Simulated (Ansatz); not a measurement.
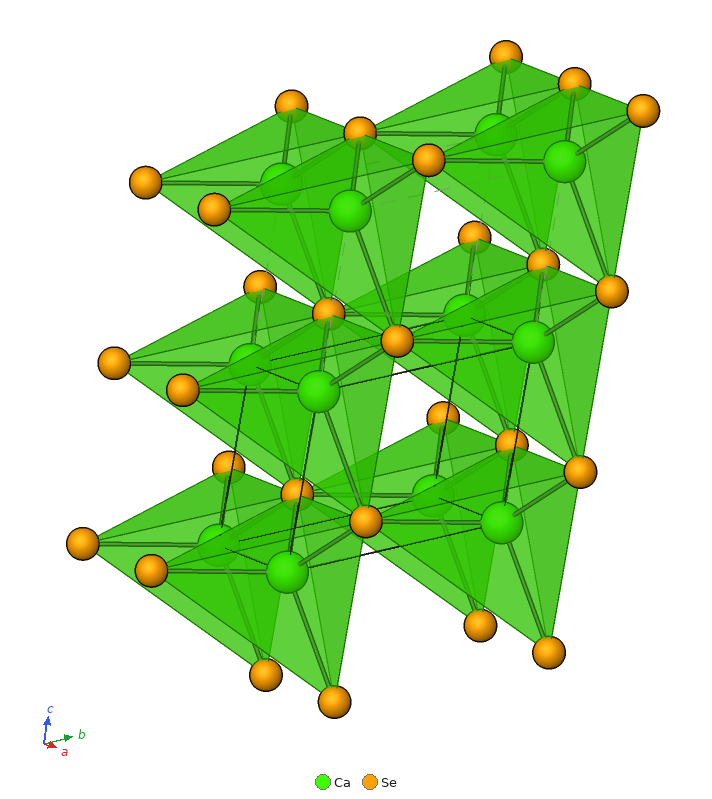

Polyhedral model, viewed slightly off an axis. The solid frame is a single simulation cell within a 1×1×2 block. Some atoms of the next cells are drawn as well.

This input was run:
```yaml
crystal:
  lattice:
    - [0.0, 3.1700240214, 3.4495094536]
    - [3.1700240214, 0.0, 3.4495094536]
    - [3.1700240214, 3.1700240214, 0.0]
  atoms:
    - { symbol: Ca, position: [0.0, 0.0, 0.0] }
    - { symbol: Se, position: [0.25, 0.25, 0.25] }
kpoints:
  mp_grid: { grid: [6, 6, 6] }
  band_path:
    path:
      - [0.0, 0.0, 0.0]
      - [-0.5, -0.5, 0.0]
      - [-0.375, -0.375, 0.25]
      - [-0.375, 0.0, 0.375]
      - [0.0, 0.0, 0.5]
      - [-0.5, -0.25, 0.25]
      - [-0.2625, 0.0, 0.2625]
    npoints: 1
hamiltonian:
  xc: r2scan
scf:
  occupations: { method: fixed }
  n_extra_bands: 4
output:
  forces: true
  stress: true
  eigenvalues: true
```

All computed values are from DFT, r2SCAN, plane waves, PAW in Ansatz. Settings: a kinetic-energy cutoff of 500 eV, the zone sampled with 6×6×6 points, no spin polarisation.

**What is the band gap, if any?**

An insulator at this level, with a gap of 3.58 eV, indirect; the smallest direct gap is 3.72 eV.

**What is the computed pressure?**

The computed pressure is 0.5 GPa (compressed: it would expand).

The structure comes from a structure type filled with these elements by a generator (whether the compound takes this form wasn't checked). The cell was then strained or its atoms displaced on purpose. It went into a calculation with Ansatz.
